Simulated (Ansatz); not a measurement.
System: interstitial (added H) in MoS₂.

Starting cell:
```yaml
crystal:
  lattice:
    - [1.59260, 0.91950, 7.43830]
    - [-1.59260, 0.91950, 7.43830]
    - [0.00000, -1.83900, 7.43830]
  atoms:
    - { symbol: Mo, position: [0.99980, 0.99980, 0.99980] }
    - { symbol: S, position: [0.40310, 0.40310, 0.40310] }
    - { symbol: S, position: [0.26310, 0.26310, 0.26310] }
```

Calculation (Ansatz 0.2.0): charge states of a point defect in a periodic supercell, each relaxed, energies over the elements' standard states with the Fermi level at the host's valence band top, point-charge and potential alignment terms added, no band filling term, levels over that top; plane waves with PAW datasets; energies extrapolated to zero smearing. Level: PBE, allowed.

```tsv
setting	value
host atoms in supercell	39
wave cutoff	420 eV
k mesh	2×2×2
occupations	Gaussian
smearing width	0.01 eV
k shift	(0.5, 0.5, 0.5) (mesh steps)
start displacement	0.06 Å
defect kind	interstitial
added element	H
defect place	(0.8125, 0.8438, 0.8438) (fraction of the host cell vector)
host gap	1.452 eV
static dielectric xx yy zz	(12.87, 12.87, 3.27)
```

Predict the formation energy of each charge state against the Fermi level.

The stable charge changes at 1.05 eV (+1/0) and 1.14 eV (0/−1) above the valence band top. The lowest state is +1 at the valence band top, +1 at mid-gap and −1 at the conduction band bottom, 1.45 eV higher. With the Fermi level at mid-gap the formation energy is 1.3 eV against the elements' standard states.

```csv
charge,formation energy with the Fermi level at the valence band top (eV)
+1,0.54
0,1.59
-1,2.73
```

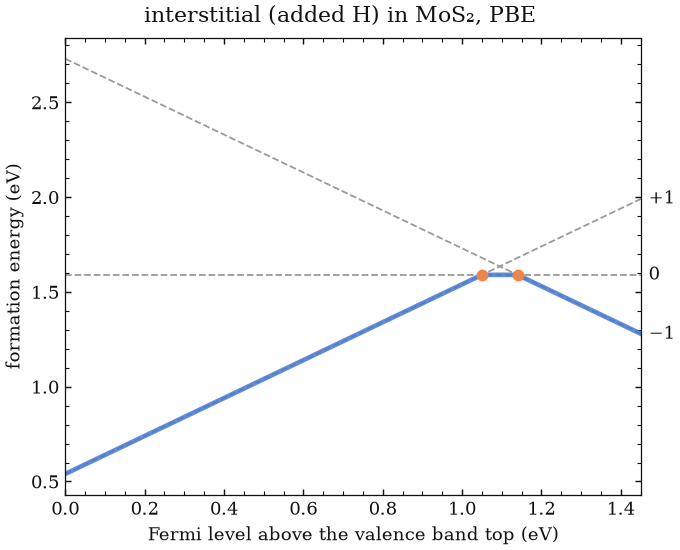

The thick line follows the lowest charge state; the axis spans the host's computed gap.

Note: a crossing between the sampled k points may be missed; charged cell in a neutralising background; coarse k mesh; random start near the defect, other minima possible; small supercell.
